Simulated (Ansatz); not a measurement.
System: SnO (slab).

```
CELL_PARAMETERS angstrom
3.86817 0.00000 0.00000
0.00000 5.06728 0.00000
0.00000 0.00000 24.67043
ATOMIC_POSITIONS crystal
Sn 0.00000 0.24722 0.30850
O 0.50000 0.03747 0.30648
Sn 0.50000 0.79378 0.37811
O 0.00000 0.02258 0.38305
Sn 0.00000 0.23486 0.46347
O 0.50000 0.00440 0.46027
Sn 0.50000 0.76514 0.53653
O 0.00000 0.99560 0.53973
Sn 0.00000 0.20622 0.62189
O 0.50000 0.97742 0.61695
Sn 0.50000 0.75278 0.69150
O 0.00000 0.96253 0.69352
```

Theory: Ansatz, DFT PBE, scalar-relativistic, plane waves, PAW.

Question: What can the converged valence pseudo-density and electron localisation function tell about the bonding?

Answer: Sn–O (2.16 Å): ρ at the midpoint is about 0.56 e/Å³; the ELF peaks at about 0.80 in the valence shell of O, 0.6 Å from its nucleus, and is about 0.25 at the midpoint: no shared electron pair shows on this line.
Sn–O (2.24 Å): ρ is about 0.46 e/Å³ halfway; the ELF peaks at about 0.85 in the valence shell of O, 0.6 Å from its nucleus, and is about 0.20 at the midpoint; no shared electron pair shows on this line.

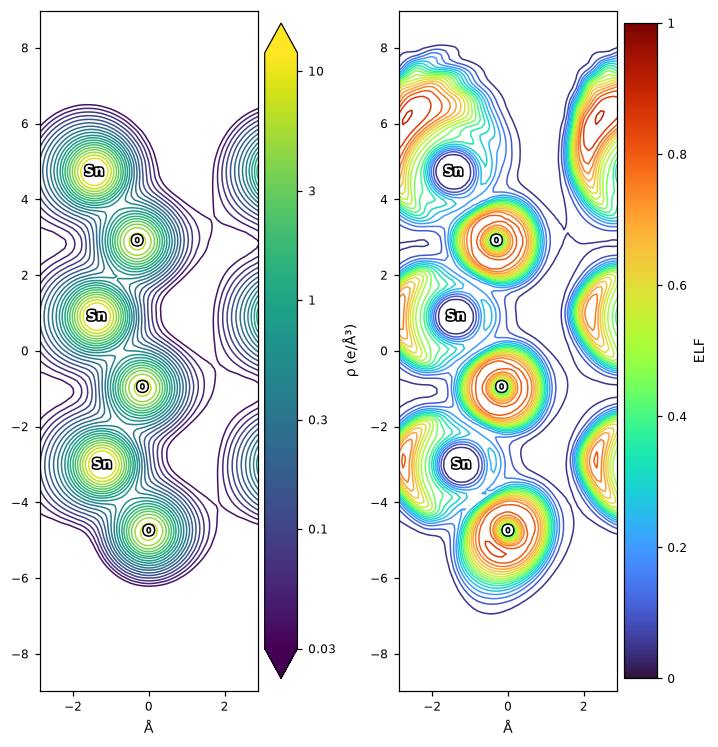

Computed valence pseudo-density and electron localisation function on the (100) plane of the calculation cell, a cut from vacuum to vacuum, in this order. 

In a PAW calculation such maps are meaningful between the atoms, not at the nuclei.
